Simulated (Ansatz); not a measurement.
# Si3Ge: what the fields show

The calculation's input:

```
crystal:
  lattice:
    - [-0.0002081789, 5.4859672711, 5.4860569886]
    - [5.4866988694, -0.0009397772, 5.486788587]
    - [5.4857590922, 5.4857590922, 0.0]
  atoms:
    - { symbol: Ge, position: [0.3765418262, 0.3765362549, 0.3704940075] }
    - { symbol: Ge, position: [0.3765418262, 0.3765362549, 0.8764279114] }
    - { symbol: Ge, position: [0.3751323764, 0.8749537085, 0.3749569576] }
    - { symbol: Si, position: [0.3764228543, 0.8707824278, 0.8763973589] }
    - { symbol: Si, position: [0.8748955431, 0.3752065555, 0.3749489507] }
    - { symbol: Si, position: [0.8707630247, 0.3764229498, 0.8764070127] }
    - { symbol: Si, position: [0.8749339961, 0.8749675666, 0.3749112587] }
    - { symbol: Si, position: [0.8749339961, 0.8749675666, 0.8751871785] }
    - { symbol: Si, position: [0.2458808308, 0.251266829, 0.2514261701] }
    - { symbol: Ge, position: [0.2469317685, 0.2470686942, 0.7529997687] }
    - { symbol: Si, position: [0.2471107024, 0.7528169125, 0.247357456] }
    - { symbol: Si, position: [0.2471107024, 0.7528169125, 0.7527149291] }
    - { symbol: Si, position: [0.7542368596, 0.2484985767, 0.2485224297] }
    - { symbol: Si, position: [0.7542368596, 0.2484985767, 0.748742134] }
    - { symbol: Si, position: [0.7541452711, 0.7487567387, 0.2485489951] }
    - { symbol: Si, position: [0.7501815625, 0.749903475, 0.7499574812] }
basis:
  ecutwfc: 500
kpoints:
  mp_grid: { grid: [6, 6, 6] }
  band_path: { path: [[0.0, 0.0, 0.0], [0.0, 0.135417, 0.135417]], npoints: 1 }
hamiltonian:
  xc: r2scan
scf:
  occupations: { method: gaussian, width: 0.02 }
  n_extra_bands: 11
output:
  forces: true
  stress: true
  eigenvalues: true
  write_density: true
  write_potential: true
  elf: true
  volumetric_format: npy
```

Launched as:

```sh
ansatz run input.yaml --threads 4 --pin off --max-ram 10240MiB --backend cpu --events-out ev --progress --plain --runs-dir out
```

Below, planes, directions and counts refer to the conventional cell (a = 13.44 Å, b = 7.76 Å, c = 7.76 Å, α = 90.00°, β = 125.26°, γ = 90.00°).

Space group Cm; a generated structure, not necessarily the stable one.

Method: Ansatz 0.2.0, DFT r2SCAN, scalar-relativistic, plane waves, PAW.

In a PAW calculation such maps are meaningful between the atoms, not at the nuclei.

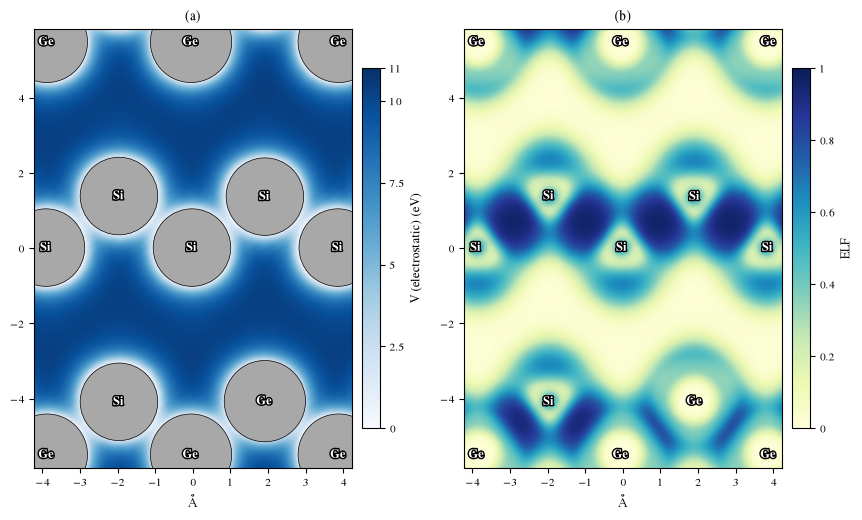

Figure 1. (a) electrostatic potential (local pseudopotential plus Hartree) felt by an electron; (b) electron localisation function on the (101̄) plane of the conventional cell. Grey discs cover the atomic cores in the potential map.

**Read the bonding off the picture.**

- The section cuts through Ge and Si sites.
- Si–Si (2.37 Å): the ELF peaks at about 0.95 between the atoms; a covalent bond.
- Si–Ge (2.38 Å): the ELF peaks at about 0.95 between the atoms (a shared electron pair).
- Ge–Ge (2.42 Å): the ELF peaks at about 0.80 between the atoms (a shared electron pair).
- Outside the cores the potential energy rises away from the atoms and is highest about 2.3 Å from the nearest atoms; its zero is arbitrary.

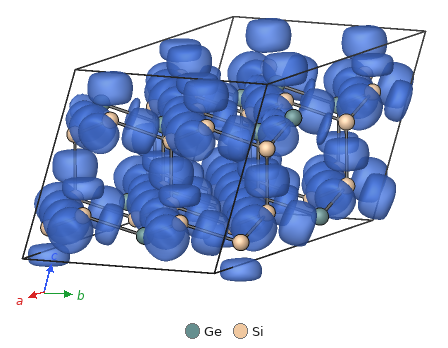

Figure 2. Isosurface of the electron localisation function at 0.7 (blue), seen slightly off an axis. Only the valence region is drawn (cores and ρ < 0.01 e/Å³ removed). Sticks mark near contacts.

**Identify the bonds, lone pairs and shells in this picture.**

The surface consists of four regions between bonded Ge–Ge atoms (shared pairs), 24 regions between bonded Ge–Si atoms (shared pairs) and 36 regions between bonded Si–Si atoms (shared pairs), counted in one cell of 32 atoms. Regions shared between cells count once. Profiles from the grid: Si–Si (2.35 Å): the ELF peaks at about 0.95 between the atoms; localised, covalent bonding.

**Metal or insulator at this level of theory?**

It is gapped, with a Kohn–Sham gap of 0.70 eV on the k-point mesh, an upper bound to the gap of this method.
